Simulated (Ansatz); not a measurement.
The Ansatz input:

```
crystal:
  lattice:
    - [3.659801119, 0.0, 0.0]
    - [0.0, 3.659801119, 0.0]
    - [0.0, 0.0, 22.1757403781]
  atoms:
    - { symbol: Eu, position: [0.0, 0.0, 0.3833017457], spin: 7.44 }
    - { symbol: O, position: [0.5, 0.5, 0.3833017457] }
    - { symbol: Eu, position: [0.5, 0.5, 0.5], spin: 7.44 }
    - { symbol: O, position: [0.0, 0.0, 0.5] }
    - { symbol: Eu, position: [0.0, 0.0, 0.6166982543], spin: 7.44 }
    - { symbol: O, position: [0.5, 0.5, 0.6166982543] }
basis:
  ecutwfc: 420
kpoints:
  mp_grid: { grid: [8, 8, 1] }
hamiltonian:
  xc: pbe
  hubbard:
    occupation_matrices:
      site0_f_up:
        matrix:
          - [0.991158, -3.0e-06, -3.0e-06, 0.0, -3.0e-06, -1.0e-06, 1.0e-06]
          - [-3.0e-06, 0.993921, 1.0e-05, 1.0e-06, 2.0e-06, -0.002139, -2.0e-06]
          - [-3.0e-06, 1.0e-05, 0.993921, -1.0e-06, 2.0e-06, 2.0e-06, 0.002139]
          - [0.0, 1.0e-06, -1.0e-06, 0.990481, 0.0, 0.0, 0.0]
          - [-3.0e-06, 2.0e-06, 2.0e-06, 0.0, 0.995577, 0.0, 0.0]
          - [-1.0e-06, -0.002139, 2.0e-06, 0.0, 0.0, 0.992833, -1.0e-06]
          - [1.0e-06, -2.0e-06, 0.002139, 0.0, 0.0, -1.0e-06, 0.992833]
      site0_f_down:
        matrix:
          - [0.004533, 0.0, 0.0, 0.0, 0.0, 0.0, 0.0]
          - [0.0, 0.002883, 0.0, 0.0, 0.0, 0.001277, 0.0]
          - [0.0, 0.0, 0.002883, 0.0, 0.0, 0.0, -0.001277]
          - [0.0, 0.0, 0.0, 0.000166, 0.0, 0.0, 0.0]
          - [0.0, 0.0, 0.0, 0.0, 0.001894, 0.0, 0.0]
          - [0.0, 0.001277, 0.0, 0.0, 0.0, 0.003543, 0.0]
          - [0.0, 0.0, -0.001277, 0.0, 0.0, 0.0, 0.003543]
    sites:
      - { site: 0, l: f, u_eff: 6.0, starting_ns: [{ spin: up, occupation_matrix: site0_f_up }, { spin: down, occupation_matrix: site0_f_down }] }
      - { site: 2, l: f, u_eff: 6.0, starting_ns: [{ spin: up, occupation_matrix: site0_f_up }, { spin: down, occupation_matrix: site0_f_down }] }
      - { site: 4, l: f, u_eff: 6.0, starting_ns: [{ spin: up, occupation_matrix: site0_f_up }, { spin: down, occupation_matrix: site0_f_down }] }
    ns_hold: { iters: 6 }
scf:
  occupations: { method: gaussian, width: 0.05 }
  lower_state_search: "off"
output:
  forces: true
  eigenvalues: true
  populations: true
  write_density: true
  write_potential: true
  elf: true
  volumetric_format: npy
magnetization:
  spin_polarized: true
relax:
  adjacent_minimum: "off"
  f_tol: 0.03
  max_steps: 70
  constraints: [{ sites: [0, 1] }]
efield:
  axis: 3
  dipole_correction: true
  ramp_width: 0.04
```

Run as:
```bash
ansatz run input.yaml --threads 8 --pin off --max-ram 14336MiB --backend cpu --events-out ev --progress --plain --runs-dir out
```

What does the potential across the slab give for the band edges against vacuum?

From the vacuum level at the right face the ionisation potential is 2.20 eV and the electron affinity 1.56 eV; at the left face they are 2.47 and 1.83 eV. The slab's gap, their difference before rounding, is 0.64 eV. The vacuum levels differ by 0.27 eV, so the slab carries a dipole along its normal. Some atoms were held fixed in the relaxation, which can itself make the faces differ. The outermost atoms are 5.1 Å apart, which leaves 17.1 Å of vacuum in a cell 22.2 Å high.

The run kept no symmetry, so the electronic state (orbital or magnetic order) can be less symmetric than the lattice. The run may have settled in a state above the lowest, so this need not be the ground state. Spin-orbit coupling is left out, which matters for Eu.

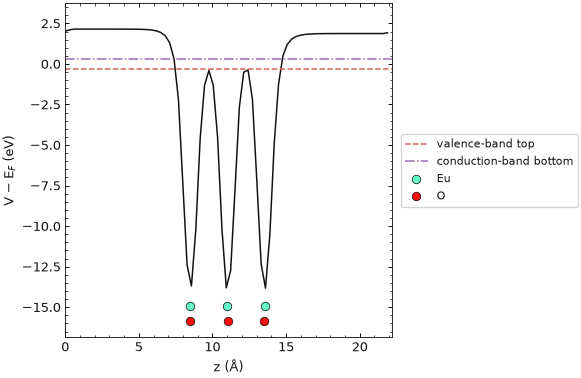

Plane-averaged electrostatic potential energy of an electron across the slab; circles at the bottom mark the heights of the atoms (positions after relaxation).
